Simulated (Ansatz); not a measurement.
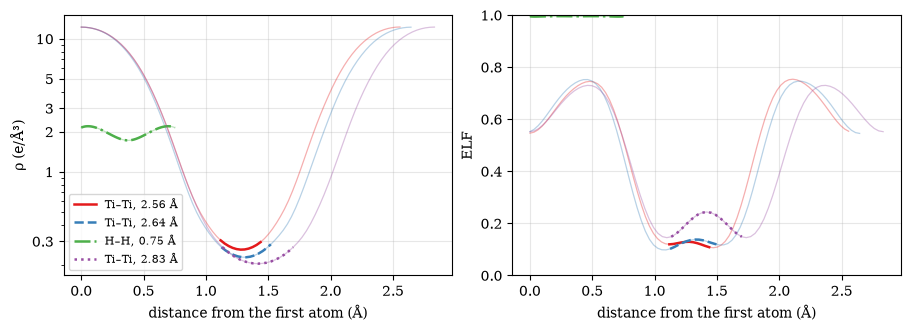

*Ti$_{6}$H (slab). Valence pseudo-density and electron localisation function along straight lines between neighbouring atoms. Thin, pale parts lie inside the atomic spheres.*

A point of a scan over the structure, not its minimum; not relaxed (largest force 0.6 eV/Å); computed without spin polarisation; PAW files of the earlier set (soft_1).

These are results of Ansatz 0.2.0, DFT PBE, scalar-relativistic, plane waves, PAW, not measurements.

The density is the valence pseudo-density of a PAW calculation; it isn't the true density close to the nuclei.

```
CELL_PARAMETERS angstrom
5.66395 0.00000 0.00000
0.00000 4.57935 0.00000
0.00000 0.00000 24.55069
ATOMIC_POSITIONS crystal
Ti 0.25000 0.00000 0.16293
Ti 0.75000 0.00000 0.16293
Ti 0.00000 0.50000 0.21677
Ti 0.50000 0.50000 0.21677
Ti 0.25000 0.00000 0.27062
Ti 0.75000 0.00000 0.27062
Ti 0.25000 0.50000 0.32566
Ti 0.75000 0.50000 0.32566
Ti 0.00000 0.00000 0.37797
Ti 0.50000 0.00000 0.37797
Ti 0.25000 0.50000 0.42975
Ti 0.75000 0.50000 0.42975
H 0.93379 0.00000 0.50022
H 0.06621 0.00000 0.50022
```

Q: What can be read from the curves?

A: Ti–Ti (2.56 Å): ρ at the midpoint is about 0.26 e/Å³; the ELF is about 0.15 at the midpoint (no shared electron pair shows on this line).
Ti–Ti (2.64 Å): ρ is about 0.23 e/Å³ halfway; the ELF is about 0.15 at the midpoint (no localised pair shows between them).
H–H (0.75 Å): ρ at the midpoint is about 1.7 e/Å³; the ELF peaks at about 1 between the atoms.
Ti–Ti (2.83 Å): ρ at the midpoint is about 0.2 e/Å³; the ELF is about 0.25 at the midpoint; no shared electron pair shows on this line.
